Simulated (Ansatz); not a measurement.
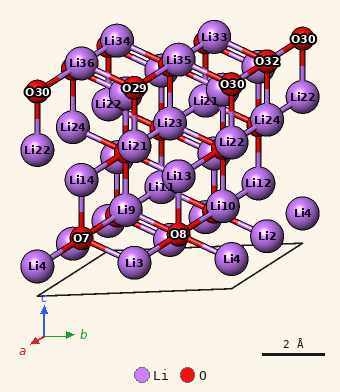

This is the input geometry for a constrained relaxation of a slab of composition Li$_{2}$O (cut from the Fm-3m phase). A ball-and-stick model of the cell of the calculation, outlined in the plane, without the vacuum, seen slightly off an axis.

Case: clean slab, lower planes held. The slab is the (1 1 1) face of Li2O. 16 atoms are held fixed.

All numbers below come from DFT PBE+D3(BJ), scalar-relativistic, plane waves, PAW in Ansatz.

The input:
```yaml
crystal:
  lattice:
    - [6.3987489437, 0.0, 0.0]
    - [-3.1993744718, 5.5414791377, 0.0]
    - [0.0, 0.0, 22.5306957934]
  atoms:
    - { symbol: Li, position: [0.5, 0.5, 0.3550711471] }
    - { symbol: Li, position: [0.5, 0.0, 0.3550711471] }
    - { symbol: Li, position: [0.0, 0.5, 0.3550711471] }
    - { symbol: Li, position: [0.0, 0.0, 0.3550711471] }
    - { symbol: O, position: [0.3333333333, 0.1666666667, 0.3840569177] }
    - { symbol: O, position: [0.3333333333, 0.6666666667, 0.3840569177] }
    - { symbol: O, position: [0.8333333333, 0.1666666667, 0.3840569177] }
    - { symbol: O, position: [0.8333333333, 0.6666666667, 0.3840569177] }
    - { symbol: Li, position: [0.6666666667, 0.3333333333, 0.4130426883] }
    - { symbol: Li, position: [0.6666666667, 0.8333333333, 0.4130426883] }
    - { symbol: Li, position: [0.1666666667, 0.3333333333, 0.4130426883] }
    - { symbol: Li, position: [0.1666666667, 0.8333333333, 0.4130426883] }
    - { symbol: Li, position: [0.8333333333, 0.6666666667, 0.4710142294] }
    - { symbol: Li, position: [0.8333333333, 0.1666666667, 0.4710142294] }
    - { symbol: Li, position: [0.3333333333, 0.6666666667, 0.4710142294] }
    - { symbol: Li, position: [0.3333333333, 0.1666666667, 0.4710142294] }
    - { symbol: O, position: [0.6666666667, 0.3333333333, 0.5] }
    - { symbol: O, position: [0.6666666667, 0.8333333333, 0.5] }
    - { symbol: O, position: [0.1666666667, 0.3333333333, 0.5] }
    - { symbol: O, position: [0.1666666667, 0.8333333333, 0.5] }
    - { symbol: Li, position: [0.0, 0.5, 0.5289857706] }
    - { symbol: Li, position: [0.0, 0.0, 0.5289857706] }
    - { symbol: Li, position: [0.5, 0.5, 0.5289857706] }
    - { symbol: Li, position: [0.5, 0.0, 0.5289857706] }
    - { symbol: Li, position: [0.1666666667, 0.8333333333, 0.5869573117] }
    - { symbol: Li, position: [0.1666666667, 0.3333333333, 0.5869573117] }
    - { symbol: Li, position: [0.6666666667, 0.8333333333, 0.5869573117] }
    - { symbol: Li, position: [0.6666666667, 0.3333333333, 0.5869573117] }
    - { symbol: O, position: [0.0, 0.5, 0.6159430823] }
    - { symbol: O, position: [0.0, 0.0, 0.6159430823] }
    - { symbol: O, position: [0.5, 0.5, 0.6159430823] }
    - { symbol: O, position: [0.5, 0.0, 0.6159430823] }
    - { symbol: Li, position: [0.3333333333, 0.6666666667, 0.6449288529] }
    - { symbol: Li, position: [0.3333333333, 0.1666666667, 0.6449288529] }
    - { symbol: Li, position: [0.8333333333, 0.6666666667, 0.6449288529] }
    - { symbol: Li, position: [0.8333333333, 0.1666666667, 0.6449288529] }
basis:
  ecutwfc: 420
kpoints:
  mp_grid: { grid: [3, 3, 1] }
hamiltonian:
  xc: pbe
  dispersion: d3bj
scf:
  occupations: { method: gaussian, width: 0.05 }
output:
  forces: true
  eigenvalues: true
  write_density: true
  write_potential: true
  elf: true
  volumetric_format: npy
relax:
  adjacent_minimum: "off"
  f_tol: 0.03
  max_steps: 70
  constraints: [{ sites: [0, 1, 2, 3, 4, 5, 6, 7, 8, 9, 10, 11, 12, 13, 14, 15] }]
efield:
  axis: 3
  dipole_correction: true
  ramp_width: 0.04
```

Run as
```bash
ansatz run input.yaml --threads 4 --pin off --max-ram 10240MiB --backend cpu --events-out ev --progress --plain --runs-dir out
```

Question: Where does the constrained relaxation end?

Answer: The largest moves, 0.043 Å, are those of O29, O30, O31 and O32. O29 goes along the normal (+c). Largest moves by element: O 0.043 Å, Li 0.017 Å. The cell doesn't change. Among the contacts that change: Li21–O29 1.959 → 1.987 Å, O29–Li33 1.959 → 1.948 Å, Li13–Li21 2.262 → 2.271 Å, Li10–O18 1.959 → 1.968 Å. Over 2 accepted moves (3 points after the start) the energy falls by 23.0 meV per cell of the calculation. Largest force component: 0.33 eV/Å at the start, 0.025 eV/Å at the end. 1 step only repeated the SCF at the same geometry.

Step by step:

```json
{"step": "0", "E − E(0), meV/atom": "0.00", "largest force component, eV/Å": "0.3328", "note": ""}
{"step": "1", "E − E(0), meV/atom": "-0.49", "largest force component, eV/Å": "0.1472", "note": ""}
{"step": "2", "E − E(0), meV/atom": "-0.64", "largest force component, eV/Å": "0.0249", "note": ""}
{"step": "3", "E − E(0), meV/atom": "-0.64", "largest force component, eV/Å": "0.0250", "note": "same geometry, SCF repeated"}
```
